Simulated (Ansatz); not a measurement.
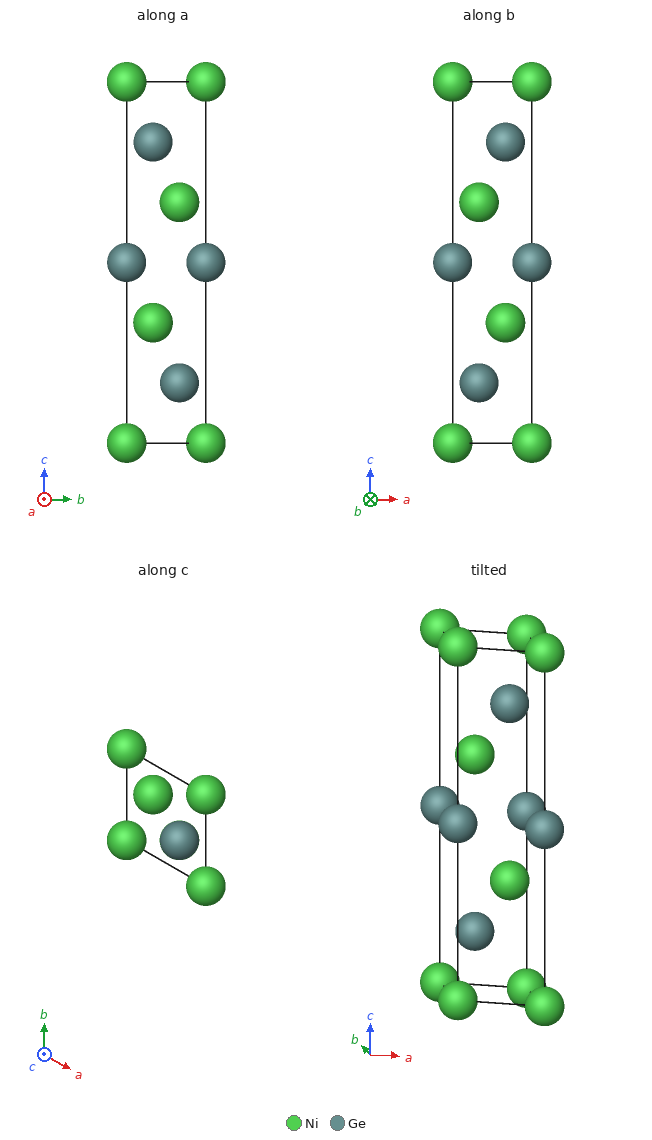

Shown here is a spheres-only view of the crystal, taken along the a axis, along the b axis, along the c axis and slightly off an axis. Thin lines show the conventional unit cell, with boundary atoms drawn in all their periodic places.

Lattice parameters: a = 2.832 Å, b = 2.832 Å, c = 11.177 Å, α = 90.00°, β = 90.00°, γ = 120.00°. Put a along x and b in the xy plane.

Question: Convert the drawing into a POSCAR file.

Answer:
```
Ni Ge
1.0
     2.832    0.000    0.000
    -1.416    2.452    0.000
     0.000    0.000   11.177
Ni Ge
3 3
Direct
  0.0000 0.0000 0.0000
  0.6667 0.3333 0.3333
  0.3333 0.6667 0.6667
  0.3333 0.6667 0.1667
  0.0000 0.0000 0.5000
  0.6667 0.3333 0.8333
```

Its origin is a structure type filled with these elements by a generator (whether the compound takes this form wasn't checked). Earlier steps of the study, as a rule a relaxation of our own, may have changed the cell and positions, so they can lie some per cent off the listed ones. Ansatz was used for an electronic-structure calculation on it.
